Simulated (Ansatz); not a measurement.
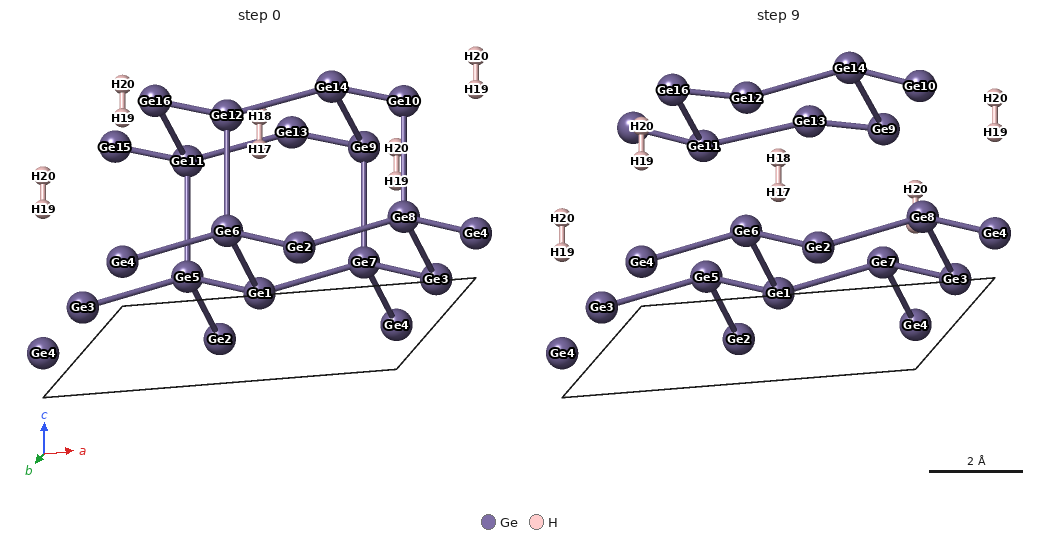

The structure of a slab of composition Ge$_{4}$H (cut from the Fd-3m phase) before (left) and after (right) a constrained relaxation, at one scale.

A ball-and-stick model of the cell of the calculation, outlined in the plane, without the vacuum (origin shifted), seen from a free direction.

Case: 2 H2 a cell, upright, over a hollow Ge-Ge site. The slab is the (1 1 1) face of Ge with H2 on it. 8 atoms are held fixed.

Level of theory: DFT PBE+D3(BJ), scalar-relativistic, plane waves, PAW (Ansatz).

The input:
```yaml
crystal:
  lattice:
    - [8.0601468099, 0.0, 0.0]
    - [-4.0300734049, 6.9802918956, 0.0]
    - [0.0, 0.0, 22.863176445]
  atoms:
    - { symbol: Ge, position: [0.6666666667, 0.3333333333, 0.349907635] }
    - { symbol: Ge, position: [0.6666666667, 0.8333333333, 0.349907635] }
    - { symbol: Ge, position: [0.1666666667, 0.3333333333, 0.349907635] }
    - { symbol: Ge, position: [0.1666666667, 0.8333333333, 0.349907635] }
    - { symbol: Ge, position: [0.5, 0.5, 0.3858884312] }
    - { symbol: Ge, position: [0.5, 0.0, 0.3858884312] }
    - { symbol: Ge, position: [0.0, 0.5, 0.3858884312] }
    - { symbol: Ge, position: [0.0, 0.0, 0.3858884312] }
    - { symbol: Ge, position: [0.0, 0.5, 0.4992607467] }
    - { symbol: Ge, position: [0.0, 0.0, 0.4992607467] }
    - { symbol: Ge, position: [0.5, 0.5, 0.4992607467] }
    - { symbol: Ge, position: [0.5, 0.0, 0.4992607467] }
    - { symbol: Ge, position: [0.8333333333, 0.6666666667, 0.5333308007] }
    - { symbol: Ge, position: [0.8333333333, 0.1666666667, 0.5333308007] }
    - { symbol: Ge, position: [0.3333333333, 0.6666666667, 0.5333308007] }
    - { symbol: Ge, position: [0.3333333333, 0.1666666667, 0.5333308007] }
    - { symbol: H, position: [0.6666666667, 0.3333333333, 0.4913418845] }
    - { symbol: H, position: [0.6666666667, 0.3333333333, 0.5241457253] }
    - { symbol: H, position: [1.1666666667, 0.8333333333, 0.4913418845] }
    - { symbol: H, position: [1.1666666667, 0.8333333333, 0.5241457253] }
basis:
  ecutwfc: 420
kpoints:
  mp_grid: { grid: [3, 3, 1] }
hamiltonian:
  xc: pbe
  dispersion: d3bj
scf:
  occupations: { method: gaussian, width: 0.1 }
output:
  forces: true
  eigenvalues: true
  write_density: true
  write_potential: true
  elf: true
  volumetric_format: npy
relax:
  adjacent_minimum: "off"
  f_tol: 0.04
  max_steps: 100
  constraints: [{ sites: [0, 1, 2, 3, 4, 5, 6, 7] }]
efield:
  axis: 3
  dipole_correction: true
  ramp_width: 0.04
```

Launched with:
```bash
ansatz run input.yaml --threads 4 --pin off --max-ram 10240MiB --backend cpu --events-out ev --progress --plain --runs-dir out
```

Describe what moved and what it gained.

After 8 accepted moves (9 points after the start) the energy has fallen by 1.631 eV per cell of the calculation. Largest force component: 0.76 eV/Å at the start, 0.013 eV/Å at the end. The line search rejected the trial step at point 8 of the run. The largest moves, 0.97 Å, are those of H17 and H19. H17 goes along the normal (−c). By element the largest moves are H 0.97 Å, Ge 0.43 Å. The cell stays as it was. Among the contacts that change: Ge6–Ge12 2.592 → 2.990 Å, Ge5–Ge11 2.592 → 2.956 Å, Ge10–Ge14 2.454 → 2.418 Å, H17–H18 0.750 → 0.775 Å. Among the angles between lasting bonds that change: Ge10–Ge16–Ge12 110.4° → 114.2°, Ge9–Ge15–Ge11 110.4° → 108.2°.

Limits of the set-up: the periodic images lie only 8.1 Å apart, so the values are limited by the cell's size.
